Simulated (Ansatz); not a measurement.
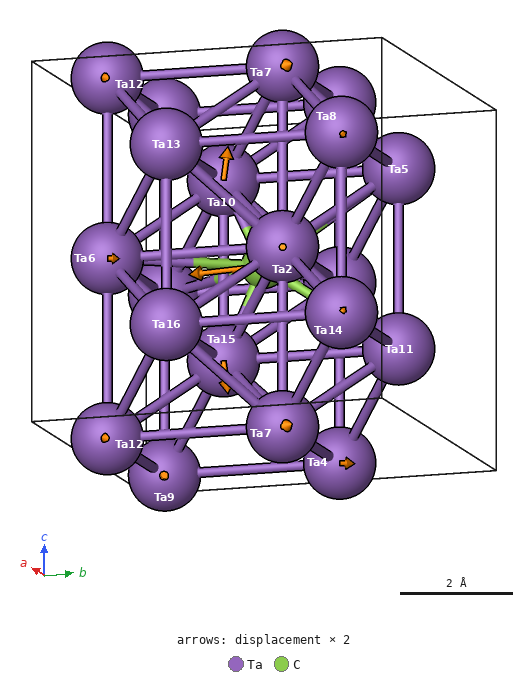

A relaxation of a defect cell of composition Ta16C. The starting structure is drawn; orange arrows show the displacements, 2 times their true length.

A ball-and-stick model of the cell of the calculation (origin shifted), seen from a free direction.

It is an interstitial C in bcc Ta. The run prepares an end point of a later path (interstitial hop) calculation, from a guessed geometry.

All numbers below come from DFT PBE, scalar-relativistic, plane waves, PAW in Ansatz.

Input file:
```yaml
crystal:
  lattice:
    - [6.62, 0.0, 0.0]
    - [0.0, 6.62, 0.0]
    - [0.0, 0.0, 6.62]
  atoms:
    - { symbol: Ta, position: [0.0, 0.0, 0.0] }
    - { symbol: Ta, position: [0.5, 0.0, 0.0] }
    - { symbol: Ta, position: [0.0, 0.5, 0.0] }
    - { symbol: Ta, position: [0.0, 0.0, 0.5] }
    - { symbol: Ta, position: [0.25, 0.25, 0.25] }
    - { symbol: Ta, position: [0.5, 0.5, 0.0] }
    - { symbol: Ta, position: [0.5, 0.0, 0.5] }
    - { symbol: Ta, position: [0.75, 0.25, 0.25] }
    - { symbol: Ta, position: [0.0, 0.5, 0.5] }
    - { symbol: Ta, position: [0.25, 0.75, 0.25] }
    - { symbol: Ta, position: [0.25, 0.25, 0.75] }
    - { symbol: Ta, position: [0.5, 0.5, 0.5] }
    - { symbol: Ta, position: [0.75, 0.75, 0.25] }
    - { symbol: Ta, position: [0.75, 0.25, 0.75] }
    - { symbol: Ta, position: [0.25, 0.75, 0.75] }
    - { symbol: Ta, position: [0.75, 0.75, 0.75] }
    - { symbol: C, position: [0.2581892, 0.8682444, 0.0037027] }
basis:
  ecutwfc: 420.0
kpoints:
  mp_grid: { grid: [3, 3, 3] }
hamiltonian:
  xc: pbe
scf:
  occupations: { method: fermi_dirac, width: 0.15 }
  lower_state_search: "off"
relax:
  f_tol: 0.03
  max_steps: 60
  adjacent_minimum: "off"
```

Command:
```bash
ansatz run input.yaml --threads 4 --pin off --max-ram 10240MiB --backend cpu --events-out ev --progress --plain --runs-dir out
```

Which element moves most?

Carbon: up to 0.74 Å, against 0.32 Å for tantalum.

What did the optimiser do to the structure, and how much energy did it gain?

After 7 geometry steps the energy has fallen by 3.398 eV per cell of the calculation. Largest force component: 7.2 eV/Å at the start, 0.0054 eV/Å at the end. The atom that moves furthest is C17 (0.74 Å along −b). By element the largest moves are C 0.74 Å, Ta 0.32 Å. The cell stays as it was. Among the contacts that change: Ta3–C17 2.977 → 2.259 Å, Ta5–C17 3.008 → 3.703 Å, Ta11–C17 3.035 → 3.703 Å, Ta6–C17 2.916 → 2.259 Å. Bond angles that change, for instance: Ta10–C17–Ta15 129.3° → 179.9°, Ta1–C17–Ta2 124.4° → 90.0°, Ta1–C17–Ta6 150.3° → 180.0°.

Limits of the set-up: the periodic images lie only 6.6 Å apart, so the values are limited by the cell's size.
